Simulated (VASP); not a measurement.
Geometry relaxation of Y (part 2 of 3)

Continued. System: Y (P6₃/mmc, 2 atoms in the cell). Method: Kohn-Sham DFT of a periodic cell, r2SCAN with rVV10, VASP PAW PBE potentials, recommended, no spin polarisation (VASP 6.6.1); cutoff 600 eV, 15×15×8 k-mesh, Gaussian smearing of 0.1 eV. The structure derives from a Materials Project entry.

Geometry of the input (Å; fractional positions):
```
3.6426  0.0000  0.0000
-1.8213  3.1546  0.0000
0.0000  0.0000  5.8792
Y  0.3333  0.6667  0.2500
Y  0.6667  0.3333  0.7500
```

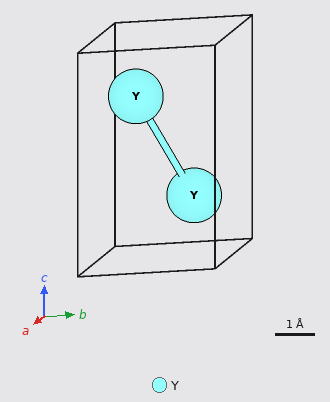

Figure 1. The starting structure (ball-and-stick view of the cell of the calculation, seen slightly off an axis).

Parts of OUTCAR, continued
```
----------------------------------------------------------------------------------------

                                     Primitive cell

  volume of cell :      67.5556

  direct lattice vectors                    reciprocal lattice vectors
     3.642569390  0.000000000  0.000000000     0.274531489  0.158500830  0.000000000
    -1.821284700  3.154557630  0.000000000     0.000000000  0.317001658  0.000000000
     0.000000000  0.000000000  5.879158350     0.000000000  0.000000000  0.170092374

  length of vectors
     3.642569390  3.642569395  5.879158350     0.317001659  0.317001658  0.170092374

  position of ions in fractional coordinates (direct lattice)
     0.333333330  0.666666670  0.250000000
     0.666666670  0.333333330  0.750000000

  ion indices of the primitive-cell ions
   primitive index   ion index
                 1           1
                 2           2

----------------------------------------------------------------------------------------

 KPOINTS: Automatic mesh

Automatic generation of k-mesh.
 Grid dimensions read from file:
 generate k-points for:   15   15    8

 Generating k-lattice:

  Cartesian coordinates                     Fractional coordinates (reciprocal lattice)
     0.018302099  0.010566722  0.000000000     0.066666667 -0.000000000  0.000000000
     0.000000000  0.021133444  0.000000000     0.000000000  0.066666667  0.000000000
     0.000000000  0.000000000  0.021261547     0.000000000  0.000000000  0.125000000

  Length of vectors
     0.021133444  0.021133444  0.021261547

  Shift w.r.t. Gamma in fractional coordinates (k-lattice)
     0.000000000  0.000000000  0.000000000

 Subroutine IBZKPT returns following result:
 ===========================================

 Found    135 irreducible k-points:

 Following reciprocal coordinates:
            Coordinates               Weight
  0.000000  0.000000  0.000000      1.000000
  0.066667  0.000000  0.000000      6.000000
  0.133333  0.000000  0.000000      6.000000
  0.200000 -0.000000  0.000000      6.000000
  0.266667  0.000000  0.000000      6.000000
  0.333333  0.000000  0.000000      6.000000
  0.400000  0.000000  0.000000      6.000000
  0.466667 -0.000000  0.000000      6.000000
  0.066667  0.066667  0.000000      6.000000
  0.133333  0.066667  0.000000     12.000000
  0.200000  0.066667  0.000000     12.000000
  0.266667  0.066667  0.000000     12.000000
  0.333333  0.066667  0.000000     12.000000
  0.400000  0.066667  0.000000     12.000000
  0.466667  0.066667  0.000000      6.000000
  0.133333  0.133333  0.000000      6.000000
  0.200000  0.133333  0.000000     12.000000
  0.266667  0.133333  0.000000     12.000000
  0.333333  0.133333  0.000000     12.000000
  0.400000  0.133333  0.000000     12.000000
  0.200000  0.200000  0.000000      6.000000
  0.266667  0.200000  0.000000     12.000000
  0.333333  0.200000  0.000000     12.000000
  0.400000  0.200000  0.000000      6.000000
 [... further k-points ...]
   k-points           NKPTS =    135   k-points in BZ     NKDIM =    135   number of bands    NBANDS=     15
   number of dos      NEDOS =    301   number of ions     NIONS =      2
   total plane-waves  NPLWV =  43200
   dimension x,y,z NGX =    30 NGY =   30 NGZ =   48
   dimension x,y,z NGXF=    60 NGYF=   60 NGZF=   96
   ions per type =               2
   NGX,Y,Z   is equivalent  to a cutoff of  13.69, 13.69, 13.57 a.u.
   NGXF,Y,Z  is equivalent  to a cutoff of  27.38, 27.38, 27.15 a.u.
 SYSTEM =  Y
   PREC   = accura    normal or accurate (medium, high low for compatibility)
   ISTART =      0    job   : 0-new  1-cont  2-samecut
   ICHARG =      2    charge: 1-file 2-atom 10-const
   ISPIN  =      1    spin polarized calculation?
   LNONCOLLINEAR =      F non collinear calculations
   LSORBIT =      F    spin-orbit coupling
   LASPH  =      T    aspherical Exc in radial PAW
   ENCUT  =  600.0 eV  44.10 Ry    6.64 a.u.   7.28  7.28 11.74*2*pi/ulx,y,z
   NELM   =     80;   NELMIN=  2; NELMDL= -5     # of ELM steps
   EDIFF  = 0.1E-06   stopping-criterion for ELM
   LREAL  =      F    real-space projection
   EDIFFG = -.5E-02   stopping-criterion for IOM
   NSW    =     90    number of steps for IOM
   IBRION =      2    ionic relax: 0-MD 1-quasi-New 2-CG
   NFREE  =      1    steps in history (QN), initial steepest desc. (CG)
   ISIF   =      3    stress and relaxation
   ISYM   =      2    0-nonsym 1-usesym 2-fastsym
   POTIM  = 0.5000    time-step for ionic-motion
   TEBEG  =    0.0;   TEEND  =   0.0 temperature during run
   PSTRESS=    0.0 pullay stress
   NELECT =      22.0000    total number of electrons
   NUPDOWN=      -1.0000    fix difference up-down
   EMIN   =  10.00;   EMAX   =-10.00  energy-range for DOS
   EFERMI =   0.00;   METHOD = LEGACY
   ISMEAR =     0;   SIGMA  =   0.10  broadening in eV -4-tet -1-fermi 0-gaus
   EFERMI_NEDOS =   21; number of points for ismear=-14 and -15
   IALGO  =     38    algorithm
   IMIX   =      4    mixing-type and parameters
     AMIX     =   0.40;   BMIX     =  1.00
     AMIX_MAG =   1.60;   BMIX_MAG =  1.00
  volume/ion in A,a.u.               =      33.78       227.94
  Fermi-wavevector in a.u.,A,eV,Ry     =   1.126320  2.128437 17.260315  1.268597
  Thomas-Fermi vector in A             =   2.263002
   LORBIT       =      0    0 simple, 1 ext, 2 COOP (PROOUT), +10 PAW based schemes
   METAGGA = R2SCAN    functional components
   LHFCALC =     F    Hartree Fock is set to
   AEXX    =    0.0000 exact exchange contribution
   IVDW_NL    =     2    kernel type
   BPARAM     =11.9500
   IVDW    =     0    specifies the selected vdW correction
   LEPSILON=     F    determine dielectric tensor
   LRPA    =     F    only Hartree local field effects (RPA)
 conjugate gradient relaxation of ions
 non-spin polarized calculation
 Gauss-broadening in eV      SIGMA  =   0.10
  energy-cutoff  :      600.00
  volume of cell :       67.56
 maximum number of plane-waves:      2297
 NGX is ok and might be reduce to    30
   NGX = 15   NGY = 15   NGZ = 23

--------------------------------------- Ionic step        1  -------------------------------------------

 number of electron      22.0000001 magnetization

 Free energy of the ion-electron system (eV)
  ---------------------------------------------------
  ext. energy  EPLUGINS =         0.00000000
  ---------------------------------------------------
  free energy    TOTEN  =       -40.07107406 eV

  energy without entropy =      -40.05029397  energy(sigma->0) =      -40.06068401

 E-fermi :   2.8921     XC(G=0):  -9.9760     alpha+bet : -9.0378

 val. band max:        2.8850318856   @ k =   0.2667   0.0667   0.3750
 cond. band min:       2.8929394256   @ k =   0.4667  -0.0000   0.3750
 fundamental gap:      0.0079075400
 Fermi energy:         2.8920595062

 k-point     1 :       0.0000    0.0000    0.0000
  band No.  band energies     occupation
      1     -41.3341      2.00000
      2     -41.2707      2.00000
      3     -20.9244      2.00000
      4     -20.4648      2.00000
      5     -20.4648      2.00000
      6     -20.3925      2.00000
      7     -20.3925      2.00000
      8     -20.3845      2.00000
      9      -2.0025      2.00000
     10       0.9928      2.00000
     11       3.3490      0.00000
     12       4.9025      0.00000
     13       4.9025      0.00000
     14       4.9911      0.00000
     15       5.4879      0.00000

 k-point     2 :       0.0667    0.0000    0.0000
  band No.  band energies     occupation
      1     -41.3318      2.00000
      2     -41.2697      2.00000
      3     -20.9167      2.00000
      4     -20.4818      2.00000
      5     -20.4703      2.00000
      6     -20.4102      2.00000
      7     -20.3949      2.00000
      8     -20.3874      2.00000
      9      -1.9049      2.00000
     10       1.0864      2.00000
     11       3.2769      0.00000
     12       4.6007      0.00000
     13       4.9932      0.00000
     14       5.2064      0.00000
     15       5.3758      0.00000

 k-point     3 :       0.1333    0.0000    0.0000
  band No.  band energies     occupation
      1     -41.3254      2.00000
      2     -41.2668      2.00000
      3     -20.8945      2.00000
      4     -20.5300      2.00000
      5     -20.4854      2.00000
      6     -20.4596      2.00000
      7     -20.4020      2.00000
      8     -20.3963      2.00000
      9      -1.6201      2.00000
     10       1.3497      2.00000
     11       3.0853      0.00628
     12       4.1626      0.00000
     13       5.0546      0.00000
     14       5.2623      0.00000
     15       5.4988      0.00000

 k-point     4 :       0.2000   -0.0000    0.0000
  band No.  band energies     occupation
      1     -41.3156      2.00000
      2     -41.2629      2.00000
      3     -20.8598      2.00000
      4     -20.6012      2.00000
      5     -20.5303      2.00000
      6     -20.5070      2.00000
      7     -20.4130      2.00000
      8     -20.4112      2.00000
      9      -1.1721      2.00000
     10       1.7182      2.00000
     11       2.8290      1.62721
     12       3.6978      0.00000
     13       4.7143      0.00000
     14       5.2190      0.00000
     15       5.4876      0.00000

 k-point     5 :       0.2667    0.0000    0.0000
  band No.  band energies     occupation
      1     -41.3039      2.00000
      2     -41.2588      2.00000
      3     -20.8159      2.00000
      4     -20.6832      2.00000
      5     -20.6088      2.00000
      6     -20.5310      2.00000
      7     -20.4324      2.00000
      8     -20.4263      2.00000
      9      -0.6010      2.00000
     10       2.0447      2.00000
     11       2.5630      2.00000
     12       3.3027      0.00000
     13       4.4920      0.00000
     14       4.8550      0.00000
     15       5.2096      0.00000

 [... the levels of 18 k-points are left out ...]

 k-point    24 :       0.4000    0.2000    0.0000
  band No.  band energies     occupation
      1     -41.2677      2.00000
      2     -41.2548      2.00000
      3     -20.8172      2.00000
      4     -20.7317      2.00000
      5     -20.6544      2.00000
      6     -20.6490      2.00000
      7     -20.5440      2.00000
      8     -20.5412      2.00000
      9       1.7140      2.00000
     10       2.1749      2.00000
     11       2.2011      2.00000
     12       2.5224      2.00000
     13       4.1320      0.00000
     14       4.2226      0.00000
     15       5.1213      0.00000

 [... further k-points ...]

------------------------ aborting loop because EDIFF is reached ----------------------------------------

  FORCE on cell =-STRESS in cart. coord.  units (eV):
  Direction    XX          YY          ZZ          XY          YZ          ZX
  --------------------------------------------------------------------------------------
  -------------------------------------------------------------------------------------
  Total        0.0548035      0.0548035     -0.9636295     -0.0000000      0.0000000      0.0000000
  in kB        1.2997417      1.2997417    -22.8538418     -0.0000000      0.0000000      0.0000000
  external PRESSURE =      -6.7514528 kB  Pullay stress =       0.0000000 kB

 VOLUME and BASIS-vectors are now :
 -----------------------------------------------------------------------------
  energy-cutoff  :      600.00
  volume of cell :       67.56
      direct lattice vectors                 reciprocal lattice vectors
     3.642569390  0.000000000  0.000000000     0.274531489  0.158500830  0.000000000
    -1.821284700  3.154557630  0.000000000     0.000000000  0.317001658  0.000000000
     0.000000000  0.000000000  5.879158350     0.000000000  0.000000000  0.170092374

 POSITION                                       TOTAL-FORCE (eV/Angst)
 -----------------------------------------------------------------------------------
     -0.00000      2.10304      1.46979         0.000000     -0.000000      0.000000
      1.82128      1.05152      4.40937        -0.000000      0.000000      0.000000
 -----------------------------------------------------------------------------------
    total drift:                               -0.000004      0.000003     -0.000000

  FREE ENERGIE OF THE ION-ELECTRON SYSTEM (eV)
  ---------------------------------------------------
  free  energy   TOTEN  =       -40.0710740561 eV

  energy  without entropy=      -40.0502939670  energy(sigma->0) =      -40.06068401

--------------------------------------- Ionic step        2  -------------------------------------------

 number of electron      22.0000002 magnetization

------------------------ aborting loop because EDIFF is reached ----------------------------------------

  FORCE on cell =-STRESS in cart. coord.  units (eV):
  Direction    XX          YY          ZZ          XY          YZ          ZX
  --------------------------------------------------------------------------------------
  -------------------------------------------------------------------------------------
  Total        0.1876771      0.1876771     -0.2766571     -0.0000000     -0.0000000      0.0000000
  in kB        4.5449274      4.5449274     -6.6997320     -0.0000000     -0.0000000      0.0000000
  external PRESSURE =       0.7967076 kB  Pullay stress =       0.0000000 kB

 VOLUME and BASIS-vectors are now :
 -----------------------------------------------------------------------------
  energy-cutoff  :      600.00
  volume of cell :       66.16
      direct lattice vectors                 reciprocal lattice vectors
     3.647384619 -0.000000000  0.000000000     0.274169057  0.158291579 -0.000000000
    -1.823692315  3.158727741  0.000000000     0.000000000  0.316583157 -0.000000000
     0.000000000  0.000000000  5.742503060    -0.000000000 -0.000000000  0.174140090

 POSITION                                       TOTAL-FORCE (eV/Angst)
 -----------------------------------------------------------------------------------
     -0.00000      2.10582      1.43563         0.000000     -0.000000      0.000000
      1.82369      1.05291      4.30688        -0.000000      0.000000      0.000000
 -----------------------------------------------------------------------------------
    total drift:                               -0.000004      0.000003     -0.000000

  FREE ENERGIE OF THE ION-ELECTRON SYSTEM (eV)
  ---------------------------------------------------
  free  energy   TOTEN  =       -40.0861797980 eV

  energy  without entropy=      -40.0677993346  energy(sigma->0) =      -40.07698957

--------------------------------------- Ionic step        3  -------------------------------------------

 number of electron      22.0000001 magnetization

------------------------ aborting loop because EDIFF is reached ----------------------------------------
```
